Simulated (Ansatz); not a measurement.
SnSe2 (space group P-3m1, No. 164). Coordinates: coordinates from a relaxation with DFT PBEsol, scalar-relativistic, plane waves, PAW in Ansatz.

```xyz
3
Lattice="3.8193 0.0000 0.0000 -1.9097 3.3076 0.0000 0.0000 0.0000 6.1458" Properties=species:S:1:pos:R:3 pbc="T T T"
Sn    0.0000    0.0000    0.0000
Se    0.0000    2.2051    1.5857
Se    1.9097    1.1025    4.5602
```

Bonds are taken as Se–Sn below 3.1 Å. Atoms with one bond or none are removed and atoms with two bonds are replaced by edges, until no such atom is left.

What net does this leave?

The result is a binodal (3,6)-connected, two-periodic (layers) net: Se is a 3-connected node; Sn is a 6-connected node, in the ratio 2:1. It is the kgd net, known from the layers of CdI2 (1T type). The layers lie parallel to (001).

```csv
node,links,point symbol,coordination sequence
Se,3,4³,3 12 9 24 15 36
Sn,6,4⁶·6⁶·8³,6 6 18 12 30 18
```

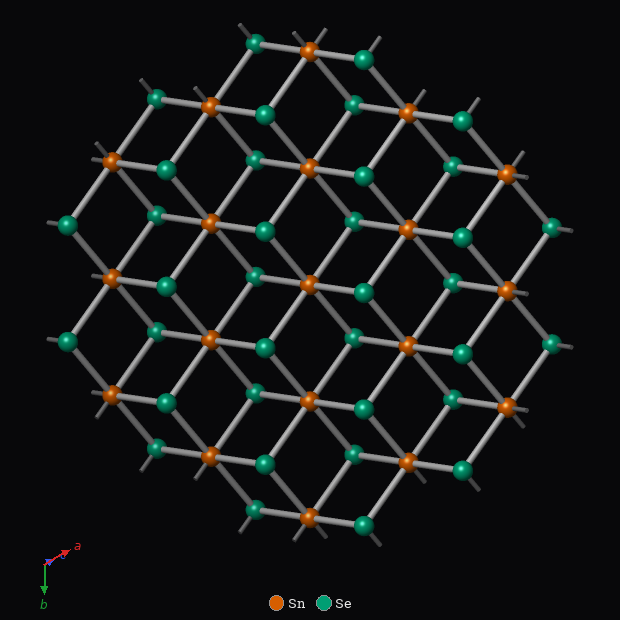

Nodes are coloured by topological kind. One layer is drawn. Short stubs are edges that leave the cut-out.
